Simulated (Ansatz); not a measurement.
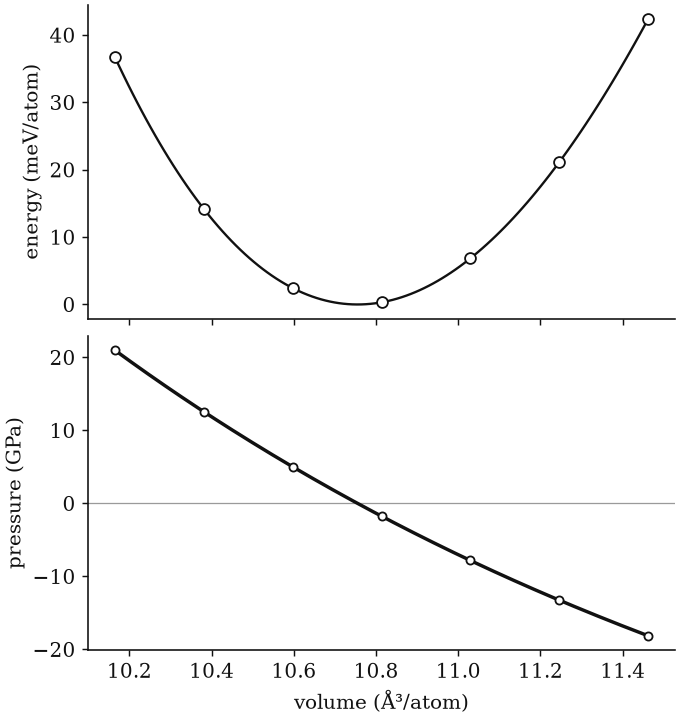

Method: plane-wave DFT, no spin polarisation; energies at scaled volumes of the given cell, shape and fractions fixed, counted from the fit's minimum, third-order Birch-Murnaghan fit (Ansatz 0.2.0). Level: PBE.

- k mesh: 10×10×10
- occupations: Fermi–Dirac
- smearing width: 0.05 eV
- potentials: PseudoDojo stringent
- wave cutoff: 1796 eV
- density cutoff: 7184 eV

Cell as given: a = 3.127 Å, b = 3.127 Å, c = 3.127 Å, α = 60.00°, β = 60.00°, γ = 60.00°; 2 atoms.

Caption: Energy and pressure against volume for TaN, space group Fm-3m (No. 225).

A third-order Birch–Murnaghan fit gives V0 = 10.76 Å³/atom, B0 = 328 GPa and B′ = 4.4. The energy is 36.77 meV/atom at volume 10.16 Å³/atom and 42.39 meV/atom at 11.46 Å³/atom; the lowest computed point is at volume 10.81 Å³/atom (0.32 meV/atom), and no other minimum shows. The pressure falls from 20.99 GPa at volume 10.16 Å³/atom to −18.14 GPa at 11.46 Å³/atom, and changes sign near 10.76 Å³/atom.
